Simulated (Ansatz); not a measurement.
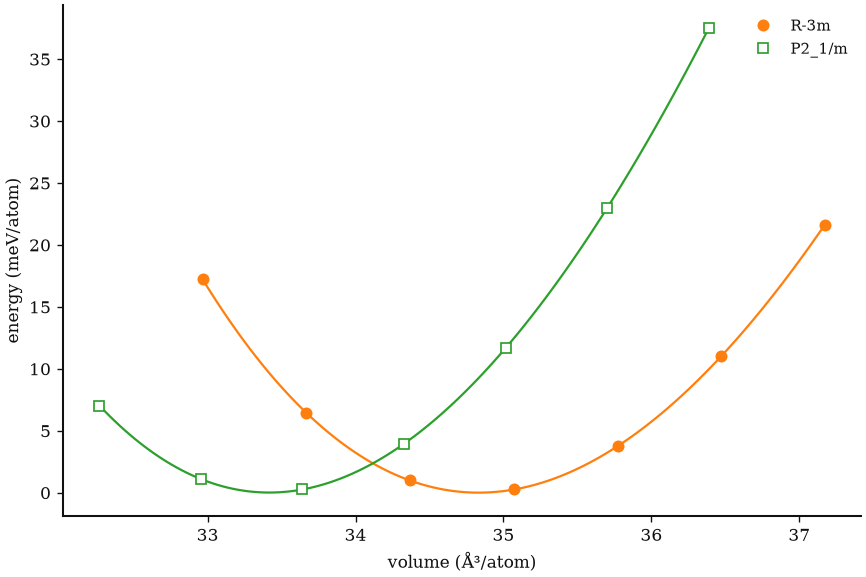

The picture above shows the energy against volume, with one curve for each structure, for Bi. Each energy curve has its own zero, so the curves don't rank the structures.

How it was computed, with Ansatz 0.2.0: all-electron LAPW DFT, no spin polarisation; energies at scaled volumes of the given cell, shape and fractions fixed, counted from the fit's minimum, third-order Birch-Murnaghan fit. Level: PBEsol.

- occupations: Fermi–Dirac
- smearing width: 0.05 eV
- potentials: all electron LAPW, scalar relativistic

Settings that differ: R-3m: k mesh 7×7×7; P2_1/m: k mesh 6×6×4.

Question: Order the curves by fitted equilibrium volume, smallest first.

Answer: P2_1/m 33.416, R-3m 34.831 Å³/atom.

Question: Order the curves by fitted bulk modulus, smallest first.

Answer: R-3m 49.8, P2_1/m 53.4 GPa.

Caveats: spin-orbit coupling left out, heavy elements; shape and atomic fractions are frozen while scaling, which makes layered, chain and framework solids too stiff.

The computed values:

R-3m:
```
volume (Å³/atom)  energy (meV/atom)
           32.97              17.22
           33.67               6.45
           34.37               0.98
           35.07               0.25
           35.77               3.75
           36.47              11.01
           37.17              21.64
```

P2_1/m:
```
volume (Å³/atom)  energy (meV/atom)
           32.27               7.03
           32.95               1.09
           33.64               0.25
           34.33               3.93
           35.01              11.66
           35.70              22.97
           36.39              37.48
```
